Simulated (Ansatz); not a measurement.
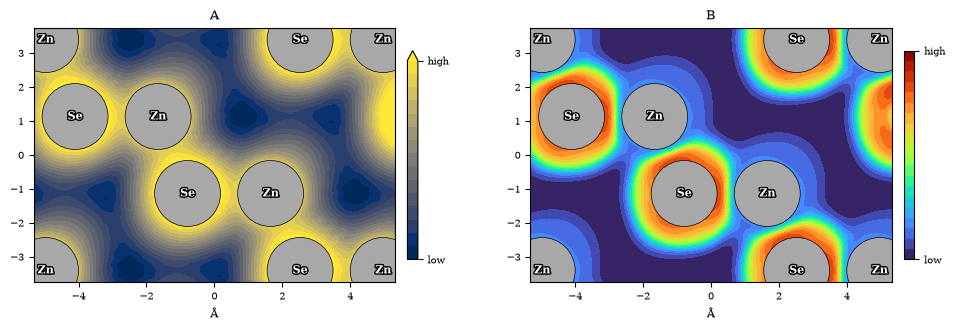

ZnSe: 2 fields on the (110) plane of the conventional cell, with unlabelled colour scales. Grey discs cover the atomic cores.

Space group R3m; started from the zincblende prototype, which need not be the ambient phase; changed on purpose from its base cell (epitaxial 111 strain -2.0%); computed pressure about 3 GPa in this cell.

Theory: Ansatz 0.2.0, DFT, HSE06, plane waves, PAW.

```
Zn Se
1.0
     0.00000   -2.77577    2.77577
    -2.77577    2.77577    0.00000
    -5.73961   -5.73961   -5.73961
Zn Se
3 3
Direct
  0.00000 0.00000 0.99806
  0.33333 0.66667 0.66472
  0.66667 0.33333 0.33139
  0.00000 0.00000 0.75194
  0.33333 0.66667 0.41861
  0.66667 0.33333 0.08528
```

Match the panels to the quantities (electron localisation function and valence pseudo-density).

Panel A: valence pseudo-density. Panel B: electron localisation function. From the grid: Zn–Se (2.43 Å): ρ is about 0.49 e/Å³ halfway; the ELF is about 0.60 at the midpoint.
